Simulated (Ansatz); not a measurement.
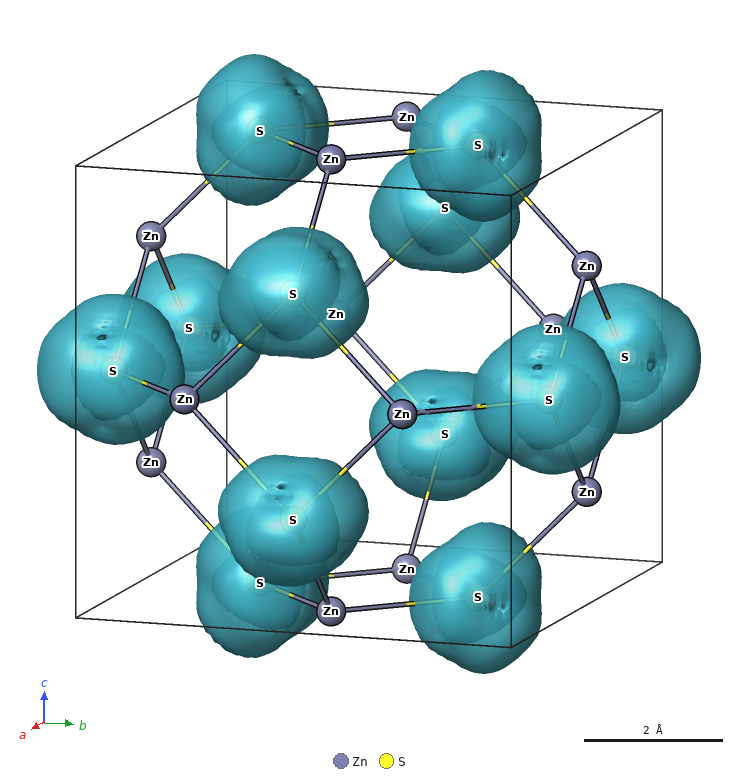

*ZnS. Isosurface of the electron localisation function at 0.8 (cyan), seen slightly off an axis. Core shells and regions of very low density are left out. Sticks mark near contacts.*

Space group Pm-3n; a structure generated by program, which may or may not match a known phase.

Computed with DFT PBE, scalar-relativistic, plane waves, PAW in Ansatz 0.2.0.

In a PAW calculation such maps are meaningful between the atoms, not at the nuclei.

> Describe the localisation domains.

The ELF exceeds this value in six regions wrapped around S (the valence shell of each), counted in one cell of 12 atoms. Any copies at cell faces, edges or corners count once. Along the contacts the grid gives the following. Zn–S (2.37 Å): the ELF peaks at about 0.90 in the valence shell of S, 0.8 Å from its nucleus, and is about 0.55 at the midpoint.
